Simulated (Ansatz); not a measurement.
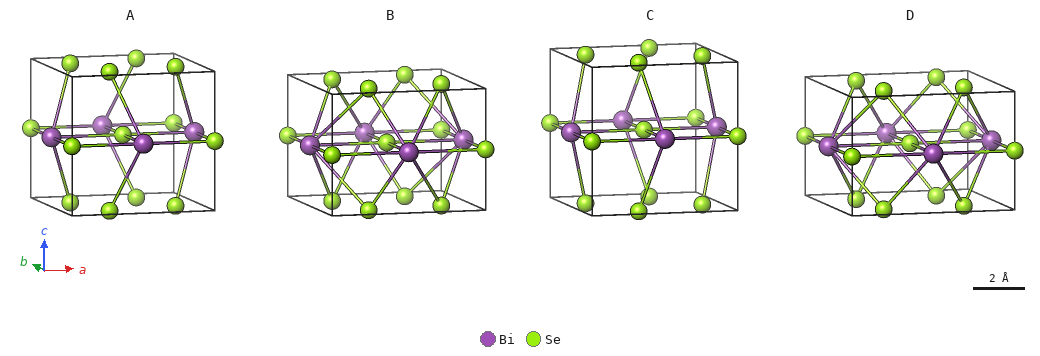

4 geometries from one relaxation of crystalline BiSe3 (a generated structure, set up in P4/mbm) (coarse preliminary run), in shuffled order. The picture is a ball-and-stick view of the cell of the calculation, seen from a free direction.

Level of theory: DFT PBE, scalar-relativistic, plane waves, PAW (Ansatz). (plane-wave cutoff 420 eV; k-point mesh 4 × 4 × 4; occupations gaussian; smearing width 0.1 eV; no spin polarisation; cell and atoms relaxed; force threshold 0.04 eV/Å; at most 70 steps)

Question: Put them in the order of the run, from the start to the converged end.

Answer: D, B, A, C. They are steps 0, 3, 6, 19, at +2.745 eV per cell of the calculation, +1.798 eV per cell of the calculation, +0.960 eV per cell of the calculation relative to the last. Over 15 accepted moves (19 points after the start) the energy falls by 2.745 eV per cell of the calculation. Largest force component: 0.32 eV/Å at the start, 0.0031 eV/Å at the end. Pressure: −5.90 GPa at the start and −0.04 GPa at the end. The line search rejected the trial steps at points 9, 12 of the run. At 2 points the geometry stayed and the basis and grid were re-selected for the new cell (energy shift of 56.2 meV per cell of the calculation at most each time). The largest moves relative to the cell, 0.83 Å, are those of Se atoms. Bi stays in place. The drawn cell changes as follows: a = b 6.709 → 6.007 Å (−10.5 %), c 4.729 → 5.933 Å (+25.4 %); the volume changes by +0.6 %. Among the contacts that change: Se–Se 4.506 → 2.372 Å, Bi–Se 3.435 → 4.263 Å, Se–Se 3.351 → 3.767 Å, Bi–Se 3.354 → 3.004 Å. New bonds form, among them: Se–Se (4.51 → 2.37 Å). Among the angles between lasting bonds that change: Se–Bi–Se 92.8° → 136.4°, Bi–Se–Bi 92.8° → 136.4°. The space group stays P4/mbm (No. 127). Cost: 15 min on 1 thread of Arm Neoverse N1 (shared host), peak memory 0.59 GiB.
